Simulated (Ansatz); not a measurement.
**Single-point calculation, with input and output: Ti2Co (part 1 of 2)**

The run: single-point calculation of Ti2Co (Fd-3m, 6 atoms in the cell). Method and program: DFT r2SCAN, scalar-relativistic, plane waves, PAW, spin-polarised (Ansatz 0.2.0).

The structure derives from an entry of the Crystallography Open Database. It belongs to a series of runs on one base structure; here: equal strain along all axes, cell held, atoms relaxed: +2.0 %. Figures and captions count atoms from 1; the log counts them from 0 in places.

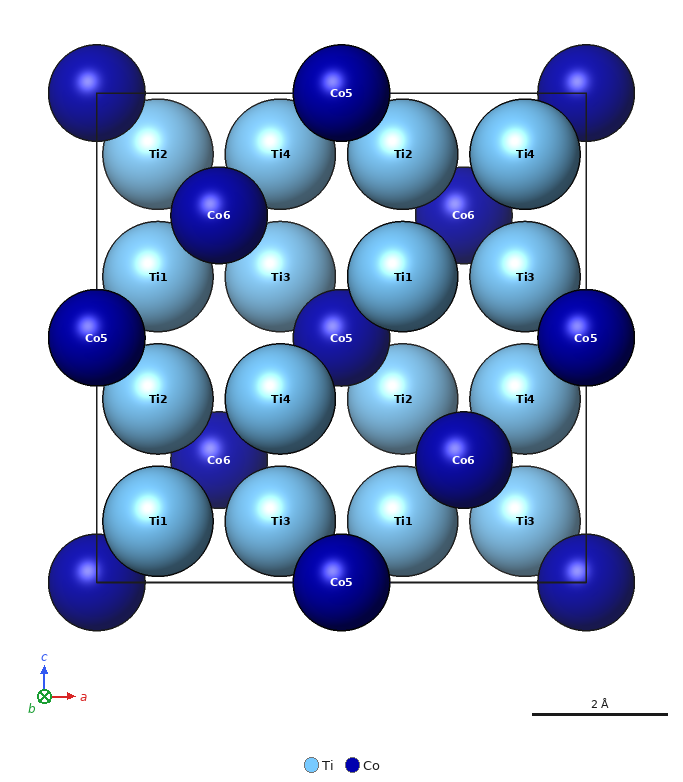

*The input geometry (spheres-only view of the cell 4 times as large as that of the calculation, set on its symmetry axes, along the b axis; atoms are numbered from 1 in the order of the input). An atom can appear more than once, as a periodic image.*

**Summary**

| quantity | value |
| --- | --- |
| outcome | converged |
| space group (tolerance 0.01 Å) | Fd-3m (227) |
| electrons treated | 82 |
| free energy | −20277.5475 eV |
| Fermi energy | 13.352 eV |
| gap on the k-point mesh | none (metallic) |
| net moment of the cell | 5.05 μB |
| integrated absolute moment | 6.40 μB |
| pressure | −5.33 GPa |
| largest force (length of the vector) | under 0.001 eV/Å |
| hardware | 1 thread of Intel Xeon @ 2.70GHz, 189 GiB of memory available, shared host |
| wall time | 2.2 min |
| peak memory | 0.99 GiB |

**Remarks**

The electronic state found may not be the lowest one. The program warns: the state was not tested for a lower one. The cell is under a tension of 5.3 GPa at this level, so it is not at its equilibrium volume.

**Input**
```yaml
crystal:
  lattice:
    - [0.0, 3.6357487982, 3.6357487982]
    - [3.6357487982, 0.0, 3.6357487982]
    - [3.6357487982, 3.6357487982, 0.0]
  atoms:
    - { symbol: Ti, position: [0.125, 0.125, 0.125], spin: 0.41 }
    - { symbol: Ti, position: [0.625, 0.125, 0.125], spin: 0.41 }
    - { symbol: Ti, position: [0.125, 0.125, 0.625], spin: 0.41 }
    - { symbol: Ti, position: [0.125, 0.625, 0.125], spin: 0.41 }
    - { symbol: Co, position: [0.5, 0.5, 0.5], spin: 1.94 }
    - { symbol: Co, position: [0.75, 0.75, 0.75], spin: 1.94 }
basis:
  ecutwfc: 500
kpoints:
  mp_grid: { grid: [10, 10, 10] }
hamiltonian:
  xc: r2scan
scf:
  occupations: { method: gaussian, width: 0.1 }
output:
  forces: true
  stress: true
  eigenvalues: true
  populations: true
  write_density: true
  write_potential: true
  elf: true
  volumetric_format: npy
magnetization:
  spin_polarized: true
```

Run as:
```bash
ansatz run input.yaml --threads 1 --pin off --max-ram 2560MiB --backend cpu --events-out ev --progress --plain --runs-dir out
```

**Log**
```
Engine: ansatz 0.2.0, x86_64-unknown-linux-gnu
Pseudopotentials: kind: paw
Pseudopotential: Ti, paw, valence charge 12, recommended cutoff 500 eV (meta_gga), Ti.paw.azcp
Pseudopotential: Co, paw, valence charge 17, recommended cutoff 500 eV (meta_gga), Co.paw.azcp
Functional definition: r2SCAN
  parameter k0 = 0.174
  parameter k1 = 0.065
  parameter a1 = 4.9479
  exchange = r2scan_x(k0 = k0, k1 = k1, a1 = a1)
  correlation = r2scan_c
Crystal: 6 atoms, lattice volume = 96.120 Å³
Basis set: ecut = 500 eV, 2421 PW (Γ), exchange–correlation on 160×160×160 points (64 copies of the dense FFT grid, shifted against one another)
Bands: 53, of which v1, the nominal top of the filled ones, is band 41 counted from 1 (40 counted from 0)
Symmetry: 48 space group operations
Space group: Fd-3m (ITA 227), of the structure as read, at distance tolerance 4.6e-5 Å
Magnetic group: BNS 227.128 (UNI 1630), of the structure as read, at distance tolerance 4.6e-5 Å
k-points: 47 of 1000
Non-local potential: Ti, projectors of the file, l = 0: 3, l = 1: 2, l = 2: 3, l = 3: 1
Non-local potential: Co, projectors of the file, l = 0: 3, l = 1: 2, l = 2: 3, l = 3: 1
PAW form: soft (Blöchl's): semilocal exchange-correlation on the pseudo side does not see the compensation charge
PAW frozen core: Ti, regenerated for the run's functional (the file was generated under x = pbe(κ = 0.804, μ = 0.2195149727645171), c = pbe(β = 0.06672455060314922))
PAW frozen core: Co, regenerated for the run's functional (the file was generated under x = pbe(κ = 0.804, μ = 0.2195149727645171), c = pbe(β = 0.06672455060314922))
PAW one-centre angular grid: Ti, 590 points (default); XC on 160 Gauss nodes
PAW one-centre angular grid: Co, 590 points (default); XC on 160 Gauss nodes
Initial density: superposition of atomic densities (chi_scale 0.1, normalization cell)
Starting moments: Σ|m| = 5.52 μB on 6 of 6 sites
Initial wavefunctions: pseudopotential atomic-orbital guess
Functional: x = r2scan, c = r2scan; τ floored in thin density (d = 2e-4 eV/Å³)
SCF iter   1: F=—  HF=-20275.904980 eV  |F-HF|=—  |Δ(HF+E_count)|=         —  Δρ=4.17e-2 (↑3.01e-2 ↓4.17e-2)  dr2=3.52e0  dr2_τ=4.91e-2  dr2_m=3.23e-1  M=4.777 μB ∫|m|=5.307 μB  β_m=1.00  ethr=3.10e-3  ⟨swp⟩=4.5  Hψ=15291  notcnv=0
Mixer restart at iter 1: flushing history
preconditioner: auto → Kerker (q_TF=auto, 2.657 Å⁻¹)  [metal: Δε(μ)=0.009 eV  Ē_g=4.069 eV  σ=0.100 eV  W_gap=0.05  n_scr=26 (ndim 8)  ℏωp=22.1 eV  f_vac=0.000  D(μ)=8.39/eV (n_scr^D=112)]
spin=Collinear: Kerker preconditioning applied to the charge; magnetization (m = ρ↑ − ρ↓) channel mixes plain (no charge-response kernel on spin).
SCF iter   2: F=—  HF=-20275.974085 eV  |F-HF|=—  |Δ(HF+E_count)|=   6.91e-2  Δρ=1.86e-2 (↑1.70e-2 ↓1.86e-2)  dr2=1.18e0  dr2_τ=1.09e-2  dr2_m=3.33e-2  M=4.787 μB ∫|m|=5.816 μB  β_m=1.00  ethr=3.10e-3  ⟨swp⟩=2.0  Hψ=7923  notcnv=0  defer=415  κ⁻¹=1.0e0(r=1)
SCF iter   3: F=—  HF=-20276.756969 eV  |F-HF|=—  |Δ(HF+E_count)|=   7.83e-1  Δρ=1.18e-2 (↑1.01e-2 ↓1.18e-2)  dr2=5.06e-1  dr2_τ=3.67e-3  dr2_m=4.04e-3  M=4.891 μB ∫|m|=6.216 μB  β_m=1.00  ethr=1.44e-3  ⟨swp⟩=2.3  Hψ=6896  notcnv=0  defer=415  κ⁻¹=8.1e-2(r=2)
SCF iter   4: F=—  HF=-20277.427900 eV  |F-HF|=—  |Δ(HF+E_count)|=   6.71e-1  Δρ=7.21e-3 (↑4.69e-3 ↓7.21e-3)  dr2=1.31e-1  dr2_τ=1.17e-3  dr2_m=2.57e-3  M=4.973 μB ∫|m|=6.458 μB  β_m=1.00  ethr=6.17e-4  ⟨swp⟩=2.7  Hψ=8440  notcnv=0  defer=423  κ⁻¹=1.3e-2(r=3)
SCF iter   5: F=—  HF=-20277.538284 eV  |F-HF|=—  |Δ(HF+E_count)|=         —  Δρ=4.36e-3 (↑3.10e-3 ↓4.36e-3)  dr2=3.31e-2  dr2_τ=4.24e-4  dr2_m=3.38e-3  M=5.034 μB ∫|m|=6.385 μB  β_m=1.00  ethr=1.60e-4  ⟨swp⟩=2.1  Hψ=7632  notcnv=0  defer=443
Mixer restart at iter 5: flushing history
SCF iter   6: F=—  HF=-20277.539936 eV  |F-HF|=—  |Δ(HF+E_count)|=   1.65e-3  Δρ=3.04e-3 (↑2.16e-3 ↓3.04e-3)  dr2=1.90e-2  dr2_τ=2.30e-4  dr2_m=7.92e-4  M=5.056 μB ∫|m|=6.397 μB  β_m=1.00  ethr=4.04e-5  ⟨swp⟩=1.1  Hψ=4997  notcnv=0  defer=443  κ⁻¹=1.0e0(r=1)
SCF iter   7: F=—  HF=-20277.544184 eV  |F-HF|=—  |Δ(HF+E_count)|=   4.25e-3  Δρ=1.12e-3 (↑1.12e-3 ↓1.06e-3)  dr2=2.75e-3  dr2_τ=3.05e-5  dr2_m=1.23e-4  M=5.074 μB ∫|m|=6.403 μB  β_m=1.00  ethr=2.32e-5  ⟨swp⟩=2.0  Hψ=6379  notcnv=0  defer=443  κ⁻¹=2.2e-2(r=2)
SCF iter   8: F=—  HF=-20277.546541 eV  |F-HF|=—  |Δ(HF+E_count)|=   2.36e-3  Δρ=6.97e-4 (↑6.58e-4 ↓6.97e-4)  dr2=6.74e-4  dr2_τ=2.46e-5  dr2_m=1.31e-5  M=5.049 μB ∫|m|=6.381 μB  β_m=1.00  ethr=3.35e-6  ⟨swp⟩=2.0  Hψ=6836  notcnv=0  defer=443  κ⁻¹=6.5e-3(r=3)
SCF iter   9: F=—  HF=-20277.547081 eV  |F-HF|=—  |Δ(HF+E_count)|=   5.40e-4  Δρ=5.54e-4 (↑4.19e-4 ↓5.54e-4)  dr2=3.86e-4  dr2_τ=9.50e-6  dr2_m=6.00e-6  M=5.041 μB ∫|m|=6.374 μB  β_m=1.00  ethr=8.22e-7  ⟨swp⟩=2.0  Hψ=7730  notcnv=0  defer=443  κ⁻¹=4.0e-3(r=4)
SCF iter  10: F=—  HF=-20277.547301 eV  |F-HF|=—  |Δ(HF+E_count)|=   2.20e-4  Δρ=3.72e-4 (↑2.97e-4 ↓3.72e-4)  dr2=2.31e-4  dr2_τ=4.32e-6  dr2_m=2.15e-6  M=5.045 μB ∫|m|=6.376 μB  β_m=1.00  ethr=4.71e-7  ⟨swp⟩=2.0  Hψ=5403  notcnv=0  defer=443  κ⁻¹=1.2e-3(r=5)
SCF iter  11: F=—  HF=-20277.547530 eV  |F-HF|=—  |Δ(HF+E_count)|=   2.29e-4  Δρ=1.34e-4 (↑1.02e-4 ↓1.34e-4)  dr2=5.02e-5  dr2_τ=3.67e-7  dr2_m=2.49e-6  M=5.056 μB ∫|m|=6.383 μB  β_m=1.00  ethr=2.82e-7  ⟨swp⟩=2.0  Hψ=8863  notcnv=0  defer=443  κ⁻¹=5.9e-5(r=6)
SCF iter  12: F=—  HF=-20277.547514 eV  |F-HF|=—  |Δ(HF+E_count)|=   1.58e-5  Δρ=1.37e-4 (↑9.13e-5 ↓1.37e-4)  dr2=1.99e-5  dr2_τ=2.82e-7  dr2_m=2.55e-6  M=5.056 μB ∫|m|=6.383 μB  β_m=1.00  ethr=6.12e-8  ⟨swp⟩=2.0  Hψ=6605  notcnv=0  defer=443  κ⁻¹=5.5e-5(r=7)
SCF iter  13: F=—  HF=-20277.547540 eV  |F-HF|=—  |Δ(HF+E_count)|=   2.50e-5  Δρ=4.67e-5 (↑2.85e-5 ↓4.67e-5)  dr2=2.01e-6  dr2_τ=8.90e-8  dr2_m=3.06e-7  M=5.048 μB ∫|m|=6.377 μB  β_m=1.00  ethr=2.42e-8  ⟨swp⟩=2.2  Hψ=7862  notcnv=0  defer=443  κ⁻¹=1.5e-5(r=8)
SCF iter  14: F=—  HF=-20277.547540 eV  |F-HF|=—  |Δ(HF+E_count)|=   7.91e-7  Δρ=2.43e-5 (↑2.13e-5 ↓2.43e-5)  dr2=8.62e-7  dr2_τ=1.99e-8  dr2_m=9.94e-8  M=5.049 μB ∫|m|=6.377 μB  β_m=1.00  ethr=2.45e-9  ⟨swp⟩=2.0  Hψ=7713  notcnv=0  defer=443  κ⁻¹=1.3e-5(r=8)
SCF iter  15: F=—  HF=-20277.547542 eV  |F-HF|=—  |Δ(HF+E_count)|=   1.66e-6  Δρ=2.93e-5 (↑1.29e-5 ↓2.93e-5)  dr2=1.31e-6  dr2_τ=4.63e-9  dr2_m=6.82e-8  M=5.051 μB ∫|m|=6.378 μB  β_m=1.00  ethr=1.05e-9  ⟨swp⟩=2.4  Hψ=8549  notcnv=0  defer=443  κ⁻¹=1.5e-5(r=8)
SCF iter  16: F=—  HF=-20277.547542 eV  |F-HF|=—  |Δ(HF+E_count)|=   1.02e-7  Δρ=8.83e-6 (↑4.44e-6 ↓8.83e-6)  dr2=1.35e-7  dr2_τ=5.83e-10  dr2_m=8.66e-9  M=5.051 μB ∫|m|=6.378 μB  β_m=1.00  ethr=1.05e-9  ⟨swp⟩=2.0  Hψ=6574  notcnv=0  defer=443  κ⁻¹=3.1e-5(r=8)
SCF iter  17: F=—  HF=-20277.547542 eV  |F-HF|=—  |Δ(HF+E_count)|=   5.58e-8  Δρ=6.95e-6 (↑2.50e-6 ↓6.95e-6)  dr2=6.34e-8  dr2_τ=4.88e-10  dr2_m=7.07e-9  M=5.051 μB ∫|m|=6.378 μB  β_m=1.00  ethr=1.64e-10  ⟨swp⟩=2.0  Hψ=7730  notcnv=0  defer=443  κ⁻¹=1.1e-5(r=8)
SCF iter  18: F=-20277.547542 eV  HF=-20277.547542 eV  |F-HF|=1.93e-8  |Δ(HF+E_count)|=   4.64e-8  Δρ=3.43e-6 (↑2.28e-6 ↓3.43e-6)  dr2=2.96e-8  dr2_τ=1.29e-10  dr2_m=1.30e-9  M=5.051 μB ∫|m|=6.378 μB  ethr=7.74e-11  ⟨swp⟩=11.2  Hψ=30556  notcnv=0
SCF 1 converged in 18 iterations: F = -20277.547542 eV  dr2 = 2.96e-8
  greatest PAW one-centre occupation: 1.004 electrons in one spin orbital (limit 2), on the Co atom at site 5 (counted from 0), in its partial waves of l = 1
```

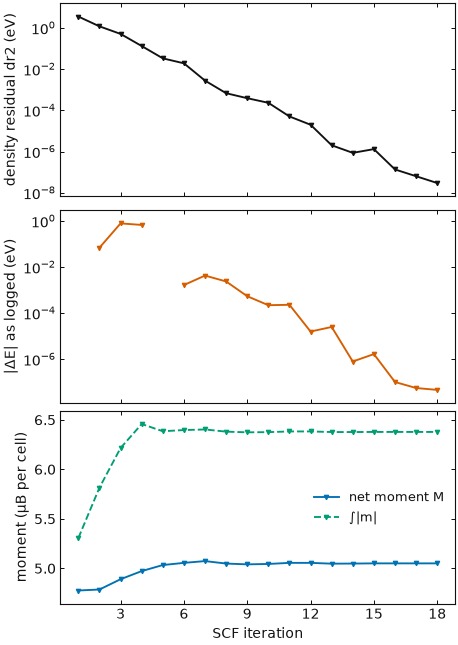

*Convergence of the self-consistent field: density residual dr2, size of the energy change and magnetic moment against the SCF iteration.*

The residual falls almost steadily, with no more than small rises. The net moment goes from 4.8 to 5.1 μB per cell.
